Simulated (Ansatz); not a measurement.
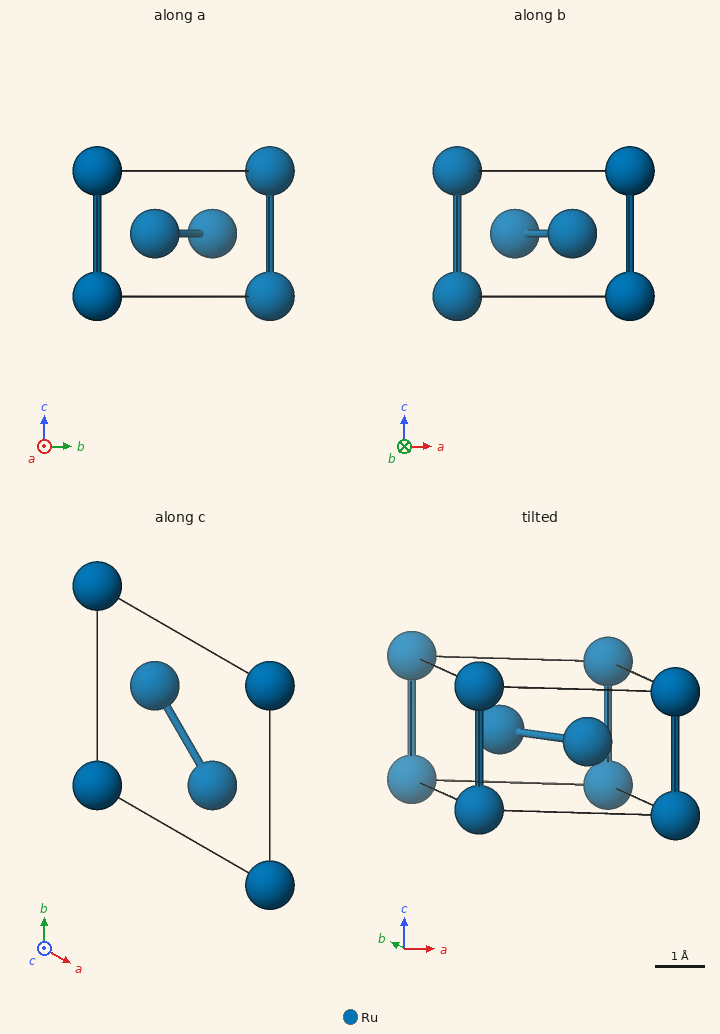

The crystal in a ball-and-stick representation, seen along the a axis, along the b axis, along the c axis and slightly off an axis. The conventional unit cell is drawn as a box.

Lattice parameters: a = 4.091 Å, b = 4.091 Å, c = 2.570 Å, α = 90.00°, β = 90.00°, γ = 120.00°.

**Write down what is shown as a table of Wyckoff sites.**

Space group P6/mmm (No. 191).
```csv
atom,site,x,y,z
Ru,1a,0.0000,0.0000,0.0000
Ru,2d,0.3333,0.6667,0.5000
```

The structure comes from a structure type filled with this element by a generator (whether the element takes this form wasn't checked). Earlier steps of the study may have refined or changed the cell and positions. A calculation with Ansatz used it as input.

At this level of theory the cell isn't at rest (compressed, at 51 GPa), so its distances can differ from those at equilibrium, the more so the softer the solid.
